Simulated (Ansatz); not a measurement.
# Single-point calculation of Al49N48 (charge +3) (part 1 of 2)

The run: single-point calculation of Al49N48 (defect cell, 97 atoms in the cell, total charge +3). Method and program: DFT, HSE06, PAW, plane waves (Ansatz 0.2.0).

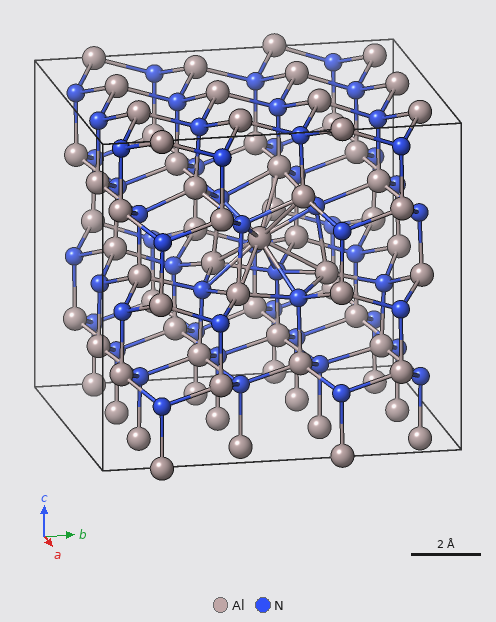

Figure 1. The structure as given in the input (ball-and-stick view of the cell of the calculation, seen slightly off an axis). Near neighbours in the crystal (not all of them lie inside the picture): Al has 4 N at 1.86 to 2.00 Å; Al has 1 Al at 2.33 to 2.54 Å and 4 N at 1.77 to 2.08 Å; Al has 6 Al at 2.33 to 2.54 Å and 6 N at 1.91 to 2.27 Å; N has 4 Al at 1.77 to 1.92 Å; N has 5 Al at 1.90 to 2.27 Å.

The input:
```yaml
crystal:
  lattice:
    - [9.341448, 0.000000, 0.000000]
    - [0.000000, 10.786575, 0.000000]
    - [0.000000, 0.000000, 9.967057]
  atoms:
    - { symbol: Al, position: [0.166645, 0.080753, 0.246456] }
    - { symbol: Al, position: [0.166650, 0.083854, 0.748192] }
    - { symbol: Al, position: [0.005419, 0.329484, 0.242221] }
    - { symbol: Al, position: [0.999620, 0.332717, 0.747688] }
    - { symbol: Al, position: [0.498545, 0.083690, 0.247940] }
    - { symbol: Al, position: [0.499342, 0.081002, 0.749281] }
    - { symbol: Al, position: [0.327870, 0.329487, 0.242207] }
    - { symbol: Al, position: [0.333652, 0.332724, 0.747704] }
    - { symbol: Al, position: [0.166642, 0.582297, 0.249769] }
    - { symbol: Al, position: [0.166643, 0.584168, 0.751287] }
    - { symbol: Al, position: [0.999851, 0.833671, 0.249091] }
    - { symbol: Al, position: [0.001682, 0.834938, 0.750103] }
    - { symbol: Al, position: [0.834748, 0.083688, 0.247943] }
    - { symbol: Al, position: [0.833932, 0.080996, 0.749286] }
    - { symbol: Al, position: [0.666646, 0.332369, 0.248247] }
    - { symbol: Al, position: [0.666636, 0.321490, 0.760661] }
    - { symbol: Al, position: [0.499831, 0.583229, 0.249051] }
    - { symbol: Al, position: [0.489236, 0.589094, 0.761722] }
    - { symbol: Al, position: [0.333442, 0.833675, 0.249092] }
    - { symbol: Al, position: [0.331608, 0.834929, 0.750105] }
    - { symbol: Al, position: [0.833478, 0.583229, 0.249036] }
    - { symbol: Al, position: [0.844049, 0.589086, 0.761712] }
    - { symbol: Al, position: [0.666644, 0.840376, 0.243433] }
    - { symbol: Al, position: [0.666644, 0.833142, 0.748353] }
    - { symbol: Al, position: [0.003590, 0.161802, 0.498207] }
    - { symbol: Al, position: [0.000025, 0.165346, 0.996267] }
    - { symbol: Al, position: [0.329736, 0.161808, 0.498202] }
    - { symbol: Al, position: [0.333310, 0.165343, 0.996273] }
    - { symbol: Al, position: [0.166664, 0.416391, 0.499558] }
    - { symbol: Al, position: [0.166662, 0.417214, 0.995572] }
    - { symbol: Al, position: [0.000288, 0.666663, 0.501395] }
    - { symbol: Al, position: [0.002035, 0.668066, 0.003577] }
    - { symbol: Al, position: [0.666663, 0.166099, 0.500427] }
    - { symbol: Al, position: [0.666666, 0.163612, 0.002119] }
    - { symbol: Al, position: [0.480845, 0.405558, 0.477202] }
    - { symbol: Al, position: [0.499027, 0.415755, 0.003978] }
    - { symbol: Al, position: [0.333065, 0.666653, 0.501383] }
    - { symbol: Al, position: [0.331298, 0.668065, 0.003594] }
    - { symbol: Al, position: [0.166669, 0.913389, 0.498355] }
    - { symbol: Al, position: [0.166667, 0.916798, 0.998886] }
    - { symbol: Al, position: [0.852473, 0.405566, 0.477233] }
    - { symbol: Al, position: [0.834302, 0.415753, 0.003979] }
    - { symbol: Al, position: [0.666701, 0.688038, 0.477047] }
    - { symbol: Al, position: [0.666668, 0.667824, 0.004897] }
    - { symbol: Al, position: [0.496887, 0.921328, 0.498855] }
    - { symbol: Al, position: [0.499002, 0.916447, 0.997565] }
    - { symbol: Al, position: [0.836444, 0.921330, 0.498854] }
    - { symbol: Al, position: [0.834337, 0.916448, 0.997567] }
    - { symbol: Al, position: [0.666627, 0.500845, 0.594901] }
    - { symbol: N, position: [0.000926, 0.164941, 0.186534] }
    - { symbol: N, position: [0.998701, 0.167606, 0.688526] }
    - { symbol: N, position: [0.332379, 0.164944, 0.186540] }
    - { symbol: N, position: [0.334590, 0.167624, 0.688516] }
    - { symbol: N, position: [0.166653, 0.417397, 0.185496] }
    - { symbol: N, position: [0.166633, 0.417236, 0.689704] }
    - { symbol: N, position: [0.999364, 0.665727, 0.194248] }
    - { symbol: N, position: [0.001679, 0.667480, 0.691278] }
    - { symbol: N, position: [0.666651, 0.166986, 0.192794] }
    - { symbol: N, position: [0.666645, 0.163900, 0.690278] }
    - { symbol: N, position: [0.498642, 0.415606, 0.196228] }
    - { symbol: N, position: [0.509102, 0.421181, 0.682553] }
    - { symbol: N, position: [0.333947, 0.665726, 0.194277] }
    - { symbol: N, position: [0.331606, 0.667469, 0.691270] }
    - { symbol: N, position: [0.166653, 0.914605, 0.189514] }
    - { symbol: N, position: [0.166654, 0.917435, 0.688924] }
    - { symbol: N, position: [0.834661, 0.415598, 0.196223] }
    - { symbol: N, position: [0.824197, 0.421192, 0.682537] }
    - { symbol: N, position: [0.666651, 0.668586, 0.197313] }
    - { symbol: N, position: [0.666676, 0.657659, 0.683018] }
    - { symbol: N, position: [0.498521, 0.917780, 0.187940] }
    - { symbol: N, position: [0.500281, 0.914399, 0.689171] }
    - { symbol: N, position: [0.834778, 0.917773, 0.187945] }
    - { symbol: N, position: [0.833015, 0.914405, 0.689167] }
    - { symbol: N, position: [0.166653, 0.078231, 0.437877] }
    - { symbol: N, position: [0.166656, 0.083161, 0.937816] }
    - { symbol: N, position: [0.011596, 0.326079, 0.433454] }
    - { symbol: N, position: [0.997699, 0.334312, 0.937457] }
    - { symbol: N, position: [0.499383, 0.086899, 0.439339] }
    - { symbol: N, position: [0.500726, 0.082936, 0.939032] }
    - { symbol: N, position: [0.321713, 0.326081, 0.433448] }
    - { symbol: N, position: [0.335604, 0.334309, 0.937476] }
    - { symbol: N, position: [0.166652, 0.581859, 0.441436] }
    - { symbol: N, position: [0.166659, 0.584192, 0.941100] }
    - { symbol: N, position: [0.997861, 0.831314, 0.440350] }
    - { symbol: N, position: [0.000251, 0.832525, 0.940207] }
    - { symbol: N, position: [0.833918, 0.086901, 0.439341] }
    - { symbol: N, position: [0.832583, 0.082934, 0.939034] }
    - { symbol: N, position: [0.666652, 0.340982, 0.446375] }
    - { symbol: N, position: [0.666652, 0.332898, 0.946052] }
    - { symbol: N, position: [0.508352, 0.578860, 0.447282] }
    - { symbol: N, position: [0.500000, 0.583165, 0.947009] }
    - { symbol: N, position: [0.335443, 0.831316, 0.440338] }
    - { symbol: N, position: [0.333057, 0.832523, 0.940212] }
    - { symbol: N, position: [0.824997, 0.578877, 0.447251] }
    - { symbol: N, position: [0.833304, 0.583152, 0.947008] }
    - { symbol: N, position: [0.666653, 0.847822, 0.434406] }
    - { symbol: N, position: [0.666659, 0.830748, 0.938693] }
  symmetry: { detect: false }
kpoints:
  mp_grid: { grid: [1, 1, 1], shift: [0.25, 0.25, 0.25] }
hamiltonian:
  xc: hse06
total_charge: 3
scf:
  occupations: { method: fermi_dirac, width: 0.01 }
output:
  forces: true
  eigenvalues: true
  populations: true
  charged_corrections: { epsilon: 8.5 }
  eigenstates: { kpoints: [[0.25, 0.25, 0.25]], e_range: [-6.0, 6.0], localisation: true }
```

Output:
```
Pseudopotentials: kind: paw
Functional definition: HSE06
  parameter a = 0.25
  parameter omega = 0.11/bohr
  exchange = pbe_x - a*pbe_x_sr(omega) + a*exact_x_sr(omega)
  correlation = pbe_c
Crystal: 97 atoms, lattice volume = 1004.303 Å³
Basis set: ecut = 420 eV, 19611 PW (Γ), exchange–correlation on 128×150×144 points (8 copies of the dense FFT grid, shifted against one another)
Bands: 289, of which v1, the nominal top of the filled ones, is band 192 counted from 1 (191 counted from 0)
Symmetry: 1 space group operations
k-points: 1
Non-local potential: Al, projectors of the file, l = 0: 2, l = 1: 2, l = 2: 1
Non-local potential: N, projectors of the file, l = 0: 2, l = 1: 2, l = 2: 1
PAW form: soft (Blöchl's): semilocal exchange-correlation on the pseudo side does not see the compensation charge
PAW frozen core: Al, regenerated for the run's functional, and the local potential with it (the file was generated under x = pbe(κ = 0.804, μ = 0.2195149727645171), c = pbe(β = 0.06672455060314922))
PAW frozen core: N, regenerated for the run's functional, and the local potential with it (the file was generated under x = pbe(κ = 0.804, μ = 0.2195149727645171), c = pbe(β = 0.06672455060314922))
PAW one-centre angular grid: Al, 110 points (default); XC on 64 Gauss nodes
PAW one-centre angular grid: N, 110 points (default); XC on 64 Gauss nodes
Initial density: superposition of atomic densities (neutral atoms scaled as one to the charged cell's electrons: chi_scale 0, normalization atom), corrected by the library's trained network
Initial wavefunctions: pseudopotential atomic-orbital guess
Functional: x = pbe(κ = 0.804, μ = 0.2195149727645171), c = pbe(β = 0.06672455060314922), warm-up for x = pbe(κ = 0.804, μ = 0.2195149727645171) + 0.25 (exact − pbe) at short range (hse, ω = 0.20786987370883472 Å⁻¹), c = pbe(β = 0.06672455060314922); HSE06 as pw.x's `hse` composes it (authors' and Libxc's form: `xc: wpbeh`)
SCF iter   1: F=—  HF=-44925.078066 eV  |F-HF|=—  |Δ(HF+E_count)|=         —  Δρ=1.05e-2  dr2=1.23e0  ethr=1.77e-3  ⟨swp⟩=19.0  Hψ=1762  notcnv=0
preconditioner: auto → none  [insulator: Δε(μ)=4.963 eV  Ē_g=13.168 eV  σ=0.010 eV  W_gap=1.00  n_scr=218 (ndim 8)  ℏωp=23.0 eV  f_vac=0.000  D(μ)=0.00/eV (n_scr^D=0)]
iter 2 solved again at ethr=8.02e-6 eV; its pass at ethr=3.21e-4 eV (dr2=3.08e-2 eV) is discarded
SCF iter   2: F=—  HF=-44924.763948 eV  |F-HF|=—  |Δ(HF+E_count)|=   3.14e-1  Δρ=1.31e-3  dr2=3.03e-2  ethr=8.02e-6  ⟨swp⟩=7.0  Hψ=1726  notcnv=0  defer=20
SCF iter   3: F=—  HF=-44924.759746 eV  |F-HF|=—  |Δ(HF+E_count)|=   4.20e-3  Δρ=5.56e-4  dr2=4.86e-3  ethr=7.88e-6  ⟨swp⟩=10.0  Hψ=757  notcnv=0  defer=15
SCF iter   4: F=-44924.759441 eV  HF=-44924.759747 eV  |F-HF|=3.06e-4  |Δ(HF+E_count)|=   1.10e-6  Δρ=1.56e-4  dr2=4.14e-4  ethr=1.27e-6  ⟨swp⟩=10.0  Hψ=931  notcnv=0  defer=16
SCF 1 stopped early in 4 iterations: F = -44924.759441 eV  dr2 = 4.14e-4
  greatest PAW one-centre occupation: 0.793 electrons in one spin orbital (limit 2), on the N atom at site 79 (counted from 0), in its partial waves of l = 0
Initial density: handed on by an earlier stage of this run
Initial wavefunctions: those handed on with the density
Functional: x = pbe(κ = 0.804, μ = 0.2195149727645171) + 0.25 (exact − pbe) at short range (hse, ω = 0.20786987370883472 Å⁻¹), c = pbe(β = 0.06672455060314922); HSE06 as pw.x's `hse` composes it (authors' and Libxc's form: `xc: wpbeh`)
Exchange kernel: α = 0.2500, screened, ω = 0.2079 Å⁻¹, Wigner–Seitz truncation, v(0) = 904.2111 eV·Å³, q-mesh 1×1×1, nearest image of the exchange supercell L = 9.34 Å, pair-density grid 45×54×48, without the augmentation charges, whose exchange is taken in its separable form (sized by the pseudopotential files, 64×75×72 at the most)
Frozen-core exchange: fock
SCF iter   1: F=—  HF=-44947.389718 eV  |F-HF|=—  |Δ(HF+E_count)|=         —  Δρ=6.32e-3  dr2=1.98e-1  ethr=1.08e-6  ⟨swp⟩=17.0  Hψ=1830  notcnv=0
preconditioner: auto → none  [insulator: Δε(μ)=6.190 eV  Ē_g=15.093 eV  σ=0.010 eV  W_gap=1.00  n_scr=218 (ndim 8)  ℏωp=23.0 eV  f_vac=0.000  D(μ)=0.00/eV (n_scr^D=0)]
SCF iter   2: F=—  HF=-44947.318671 eV  |F-HF|=—  |Δ(HF+E_count)|=   7.10e-2  Δρ=2.73e-3  dr2=5.54e-2  ethr=1.08e-6  ⟨swp⟩=5.0  Hψ=1013  notcnv=0
SCF iter   3: F=—  HF=-44947.308194 eV  |F-HF|=—  |Δ(HF+E_count)|=   1.05e-2  Δρ=8.40e-4  dr2=3.60e-2  ethr=1.08e-6  ⟨swp⟩=6.0  Hψ=1129  notcnv=0
SCF iter   4: F=—  HF=-44947.431348 eV  |F-HF|=—  |Δ(HF+E_count)|=   1.23e-1  Δρ=5.65e-4  dr2=3.36e-3  ethr=1.08e-6  ⟨swp⟩=9.0  Hψ=1179  notcnv=0
SCF iter   5: F=—  HF=-44947.430591 eV  |F-HF|=—  |Δ(HF+E_count)|=   7.56e-4  Δρ=9.99e-5  dr2=3.87e-4  ethr=7.71e-7  ⟨swp⟩=3.0  Hψ=506  notcnv=0
SCF iter   6: F=—  HF=-44947.432858 eV  |F-HF|=—  |Δ(HF+E_count)|=   2.27e-3  Δρ=1.49e-4  dr2=4.72e-4  ethr=2.32e-8  ⟨swp⟩=7.0  Hψ=1021  notcnv=0
SCF iter   7: F=-44947.432732 eV  HF=-44947.432743 eV  |F-HF|=1.11e-5  |Δ(HF+E_count)|=   1.15e-4  Δρ=3.70e-5  dr2=3.09e-5  ethr=2.32e-8  ⟨swp⟩=4.0  Hψ=756  notcnv=0
SCF 2 stopped early in 7 iterations: F = -44947.432732 eV  dr2 = 3.09e-5
  Residual-converged pass: ⟨swp⟩=3.0  Hψ=673  notcnv=0  max |occ|·‖R‖ = 6.3e-6 eV (tolerance 6.7e-6 eV)  dr2=3.12e-5  dr2_onsite=6.29e-7  max |Δocc| = 0.0e0
  greatest PAW one-centre occupation: 0.794 electrons in one spin orbital (limit 2), on the N atom at site 79 (counted from 0), in its partial waves of l = 0
hybrid outer 1: dexx = +1.375e-1 eV, tail = 1.14e-4 eV
SCF iter   1: F=—  HF=-44947.432374 eV  |F-HF|=—  |Δ(HF+E_count)|=         —  Δρ=2.45e-5  dr2=6.98e-6  ethr=1.49e-7  ⟨swp⟩=14.0  Hψ=885  notcnv=0
preconditioner: auto → none  [insulator: Δε(μ)=6.198 eV  Ē_g=15.101 eV  σ=0.010 eV  W_gap=1.00  n_scr=218 (ndim 8)  ℏωp=23.0 eV  f_vac=0.000  D(μ)=0.00/eV (n_scr^D=0)]
SCF iter   2: F=—  HF=-44947.432374 eV  |F-HF|=—  |Δ(HF+E_count)|=   3.08e-7  Δρ=1.09e-5  dr2=8.99e-7  ethr=1.64e-9  ⟨swp⟩=4.0  Hψ=719  notcnv=0
SCF iter   3: F=—  HF=-44947.432376 eV  |F-HF|=—  |Δ(HF+E_count)|=   1.56e-6  Δρ=7.12e-6  dr2=7.37e-7  ethr=1.78e-10  ⟨swp⟩=8.0  Hψ=844  notcnv=0  defer=7
SCF iter   4: F=—  HF=-44947.432376 eV  |F-HF|=—  |Δ(HF+E_count)|=   1.57e-7  Δρ=2.52e-6  dr2=1.13e-7  ethr=1.78e-10  ⟨swp⟩=6.0  Hψ=604  notcnv=0  defer=1
SCF iter   5: F=-44947.432376 eV  HF=-44947.432376 eV  |F-HF|=8.67e-9  |Δ(HF+E_count)|=   2.68e-8  Δρ=8.49e-7  dr2=1.21e-8  ethr=2.42e-11  ⟨swp⟩=4.0  Hψ=636  notcnv=0  defer=2
SCF 3 converged in 5 iterations: F = -44947.432376 eV  dr2 = 1.21e-8
  Residual-converged pass: ⟨swp⟩=2.0  Hψ=481  notcnv=0  max |occ|·‖R‖ = 2.8e-6 eV (tolerance 3.1e-6 eV)  dr2=1.18e-8  dr2_onsite=6.09e-10  max |Δocc| = 0.0e0
```

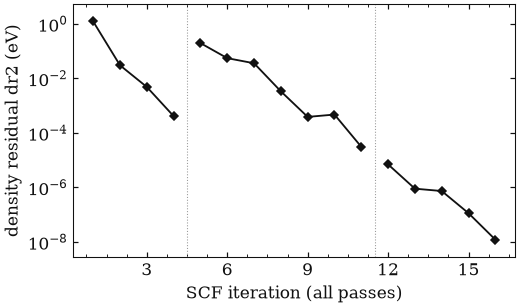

Figure 2. Convergence of the self-consistent field: density residual dr2 against the SCF iteration. The run starts with a semilocal functional; after that each stretch between dotted lines is one SCF of the hybrid functional between two exact rebuilds of the exchange operator by the outer loop. Early passes are stopped at a loose threshold. The passes take 4, 7 and 5 iterations.

```
hybrid outer 2: dexx = +1.581e-6 eV, tail = 3.05e-8 eV, Δε = 1.37e-3 eV (about 2.68e-5 eV left of the loop's levels), ΔF = 4.29e-3 eV/Å (tail 3.49e-4)
NSCF: frozen V_eff on 1 k-points
hybrid SCF converged: 2 outer / 12 inner (+4 warm-up), last move |dexx| = 1.58e-6 eV, tail = 3.05e-8 eV
Stability not checked: this state was not tested for a lower state beside it, because the functional holds exact exchange (a hybrid, or Hartree-Fock), whose exchange loop this test does not read (fock_operator; see scf.lower_state_search)
Free energy (F): -44947.432376 eV
Harris-Foulkes:  -44947.432376 eV  (|F-HF|=8.67e-9)
Internal energy: -44947.432376 eV  (E = F + TS)
E sigma→0 (E₀):  -44947.432376 eV
Fermi energy:    9.358089 eV
--- Per-component energies (eV) ---
  E_band       = 221.478813
  E_kinetic    = 7670.745677
  E_local      = -10720.245933  (includes V_loc(G=0)·N_el)
  E_nonlocal   = 2604.829362
  E_hartree    = 3759.823132
  E_xc         = -3978.215010
  E_vxc        = -4172.530774  (∫ρ·V_xc dr)
  E_exx        = -859.414471  (= α·E_x^exact, valence–valence)
  E_paw        = -29117.586487  (= ΣΔE_a)
  E_vpaw       = -962.139506  (= ΣTr[D̂ρ^β])
  E_aug_tail   = 0.004620  (compensation charges beyond the density's cutoff)
  E_ewald      = -14304.112629
  E_core_change = -3.260595  (= ΣΔE_core)
  E_smearing   = -0.000000  (= −TS)
  E_closure    = -0.000041  (closes the sum)
  E_deformation_potential = 52.183199  (in the stress; not in F)
  Σ components = -44947.432376   (vs F -44947.432376, Δ=0.00e0)
```
